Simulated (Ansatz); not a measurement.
Ca (Im-3m, No. 229): the geometry given to an electronic-structure calculation, possibly off equilibrium; the starting structure was generated, so it need not be a known form of this composition.

```cif
data_structure
_symmetry_space_group_name_H-M 'Im-3m'
_symmetry_Int_Tables_number 229
_cell_length_a 4.4590
_cell_length_b 4.4590
_cell_length_c 4.4590
_cell_angle_alpha 90.000
_cell_angle_beta 90.000
_cell_angle_gamma 90.000
_cell_volume 88.65
loop_
_atom_site_label
_atom_site_type_symbol
_atom_site_symmetry_multiplicity
_atom_site_Wyckoff_symbol
_atom_site_fract_x
_atom_site_fract_y
_atom_site_fract_z
_atom_site_occupancy
Ca1 Ca 2 a 0.00000 0.00000 0.00000 1
```

Question: What will a map of the projected electrostatic potential along [001] show? Computed as the sum of neutral-atom potentials (tabulated electron scattering factors, B = 0.3 Å²) projected along the beam and smoothed by 0.25 Å; brighter is more positive. The display is stretched by a gamma of 0.6; percentages refer to the linear signal.

Answer: The columns repeat on a square net with a repeat of 3.15 Å (plane group p4mm). All columns are alike (Ca). The shortest distance between visible columns is 3.15 Å in projection. Along the beam the structure repeats every 4.46 Å.

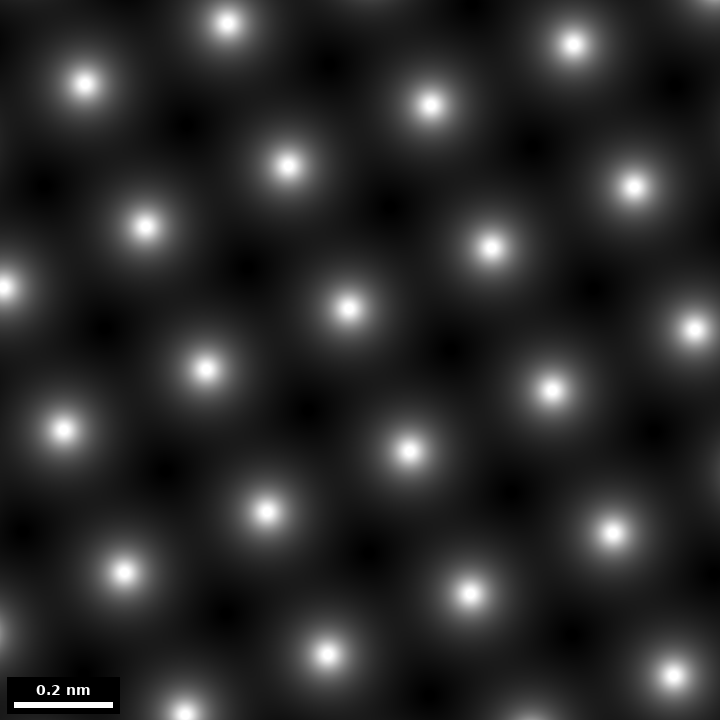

The simulated image.
